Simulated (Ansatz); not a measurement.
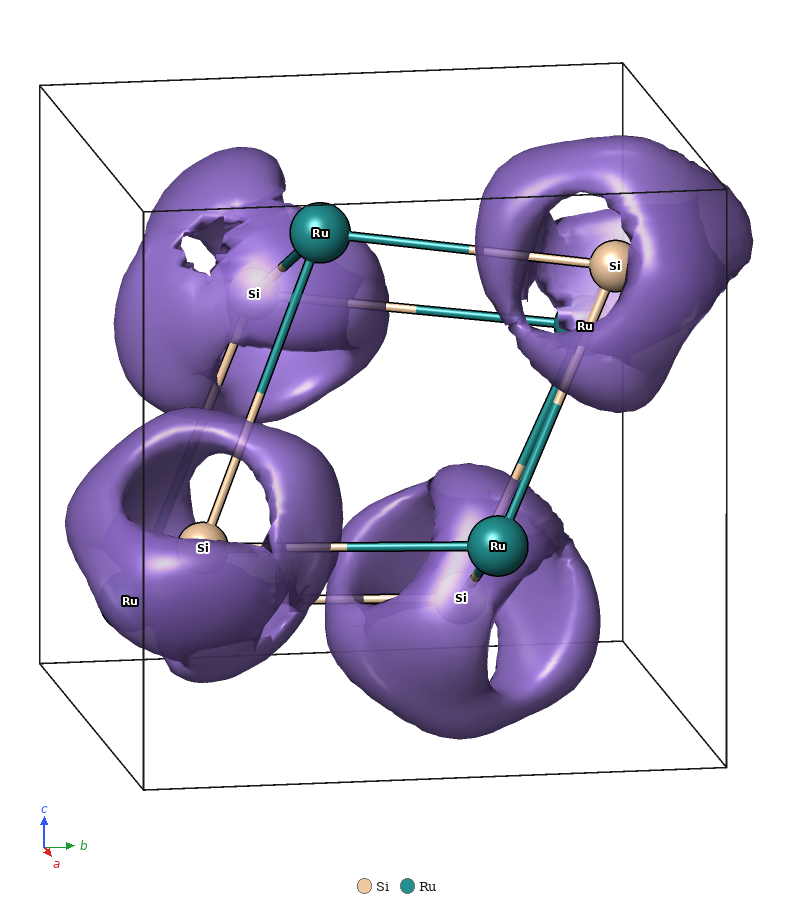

Figure 1: SiRu. Isosurface of the ELF at 0.6 (purple), seen slightly off an axis. Core shells and regions of very low density are left out. Sticks mark near contacts.

Space group P2₁3; a structure from a database of computed crystals, not necessarily the ambient phase; started from the database structure prototype, which need not be the ambient phase; computed without spin polarisation.

Theory: DFT, PBEsol, plane waves, PAW in Ansatz 0.2.0.

Core electrons are frozen (PAW), and the valence fields are smoothed inside the atomic spheres.

### What do the ELF domains correspond to?

The surface consists of four regions wrapped around Si (the valence shell of each), counted in one cell of 8 atoms. Any copies at cell faces, edges or corners count once. Along the contacts the grid gives the following. Si–Ru (2.38 Å): the ELF peaks at about 0.70 in the valence shell of Si, 0.9 Å from its nucleus, and is about 0.45 at the midpoint. Si–Ru (2.67 Å): the ELF peaks at about 0.65 in the valence shell of Si, 0.9 Å from its nucleus, and is about 0.35 at the midpoint.
